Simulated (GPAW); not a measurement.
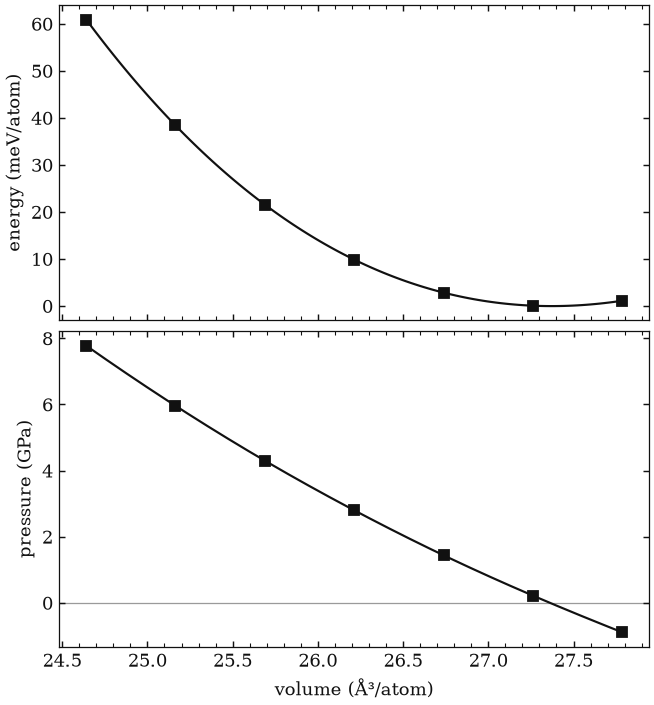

Calculation (GPAW 26.7.0): PAW DFT in plane waves, on a grid or in atomic orbitals, no spin polarisation; energies at scaled volumes of the given cell, shape and fractions fixed, counted from the fit's minimum, third-order Birch-Murnaghan fit. Level: PBE.

k mesh 10×10×10; occupations Fermi–Dirac; smearing width 0.05 eV; potentials GPAW PAW data sets (gpaw data 1.2.1); wave cutoff 600 eV; program settings basis pw.

Cell as given: a = 3.241 Å, b = 3.241 Å, c = 3.241 Å, α = 109.47°, β = 109.47°, γ = 109.47°; 1 atom.

Energy and pressure against volume for Sb, space group Im-3m (No. 229).

A third-order Birch–Murnaghan fit gives V0 = 27.37 Å³/atom, B0 = 60 GPa and B′ = 4.1. The energy is 60.91 meV/atom at volume 24.64 Å³/atom and 1.14 meV/atom at 27.79 Å³/atom; the lowest computed point is at volume 27.26 Å³/atom (0.09 meV/atom), and no other minimum shows. The pressure falls from 7.78 GPa at volume 24.64 Å³/atom to −0.89 GPa at 27.79 Å³/atom, and changes sign near 27.37 Å³/atom.

Input of the run:
```
from ase.eos import EquationOfState
from ase.io import Trajectory, read
from ase.units import GPa
from gpaw import GPAW, PW

atoms = read('POSCAR')

traj = Trajectory('eos.traj', 'w')
volumes, energies = [], []
for x in [0.94, 0.96, 0.98, 1.0, 1.02, 1.04, 1.06]:
    a = atoms.copy()
    a.set_cell(atoms.cell * x**(1 / 3), scale_atoms=True)
    calc = GPAW(mode=PW(600),
                xc='PBE',
                kpts={'size': (10, 10, 10), 'gamma': True},
                occupations={'name': 'fermi-dirac', 'width': 0.05},
                nbands=15,
                convergence={'density': 1e-05, 'energy': 1e-05},
                maxiter=150,
                txt=f'eos-{x:.2f}.txt')
    a.calc = calc
    energies.append(a.get_potential_energy(force_consistent=True))
    volumes.append(a.get_volume())
    p = -a.get_stress()[:3].mean() / GPa
    calc.write(f'eos-{x:.2f}.gpw')
    traj.write(a)
    print(f'{x:.2f} {volumes[-1]:10.4f} A^3 {energies[-1]:14.6f} eV {p:9.3f} GPa', flush=True)

v0, e0, B = EquationOfState(volumes, energies, eos='birchmurnaghan').fit()
print(f'V0 = {v0:.4f} A^3, E0 = {e0:.6f} eV, B0 = {B / GPa:.2f} GPa')
```

Command:
```bash
OMP_NUM_THREADS=1 python run.py
```
